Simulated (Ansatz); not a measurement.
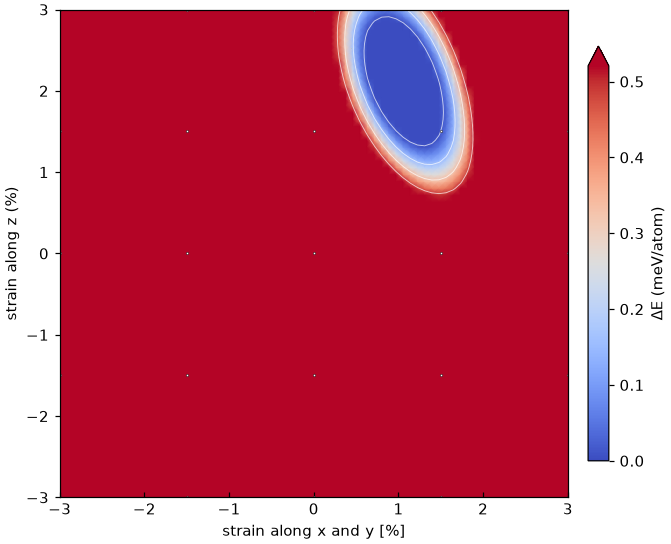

MgI₂ (P-3m1, No. 164; 3 atoms in the cell). The cell is strained homogeneously, by one strain along x and y and another along z, with fractional coordinates fixed (x along [1 0 0], z along [0 0 1] of the conventional cell). The first coordinate is: strain along x and y; the second: strain along z. Grid: 5 × 5 points. Points are written as (first, second). All energies are given in meV/atom relative to the lowest grid point. The reference cell is the one listed in the database, not relaxed at this level. Theory: Ansatz 0.2.0, DFT PBE, scalar-relativistic, plane waves, PAW. Settings: cutoff 420 eV, k-mesh 6×6×4 in the order of the run's cell vectors, gaussian smearing 0.05 eV, no spin polarisation.

Drawn: a smooth colour map with a few white contour lines, dots at the grid points, one colour for all values above the top of the scale. Between grid points the surface is interpolated.

Q: Estimate the clamped-ion elastic constants that this map fixes.

A: With the cell volume of 102.5 Å³, the curvatures of the interpolated surface at its minimum give C₁₁ + C₂₂ + 2C₁₂ ≈ 137 GPa, C₃₃ ≈ 45 GPa and C₁₃ + C₂₃ ≈ 35 GPa (clamped ions, Cartesian axes of the cell). A stretch of 1 % along z with free sides (kept equal in x and y) would change the in-plane lengths by about −0.26 %.
